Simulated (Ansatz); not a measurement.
The coordinates of a crystal:

```cif
data_structure
_symmetry_space_group_name_H-M 'P 1'
_symmetry_Int_Tables_number 1
_cell_length_a 3.9004
_cell_length_b 3.9004
_cell_length_c 6.6369
_cell_angle_alpha 90.000
_cell_angle_beta 90.000
_cell_angle_gamma 120.000
_cell_volume 87.44
loop_
_atom_site_label
_atom_site_type_symbol
_atom_site_fract_x
_atom_site_fract_y
_atom_site_fract_z
_atom_site_occupancy
Ge1 Ge 0.66667 0.33333 0.08563 1
Ge2 Ge 0.33333 0.66667 0.58563 1
Ge3 Ge 0.66667 0.33333 0.41437 1
Ge4 Ge 0.33333 0.66667 0.91437 1
```

Summarise the structure in words.

Answer. The element is germanium. Space group: P6_3/mmc (No. 194). Lattice: primitive hexagonal. Type of structure: hexagonal diamond (lonsdaleite type). The cell holds four atoms. Ge bonds to one Ge at 2.18 Å. Not all metal-metal contacts are counted. The bonds build separate Ge2 groups.

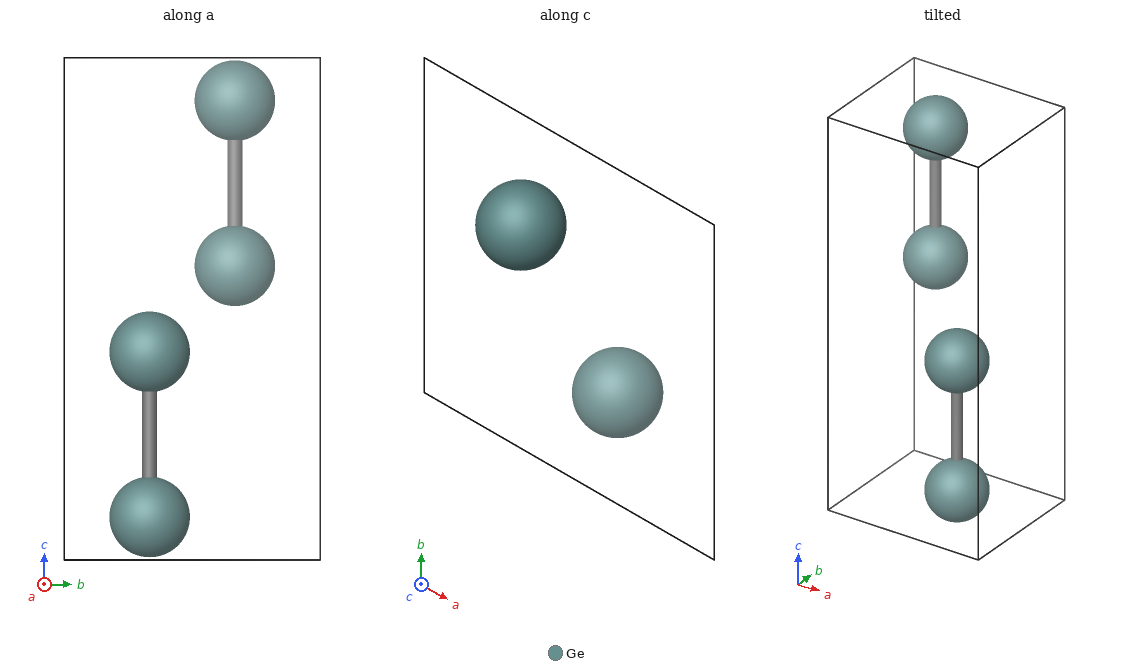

Ball-and-stick representation of a periodic structure, projected along the a axis, along the c axis and slightly off an axis. The edges of the conventional unit cell are marked.

Its origin is a structure listed in the Materials Project. The cell was then strained or its atoms displaced on purpose. An electronic-structure calculation with Ansatz was run on it.

At this level of theory the cell isn't at rest (compressed, at 9 GPa and forces up to 4.4 eV/Å), so its distances can differ from those at equilibrium, the more so the softer the solid.
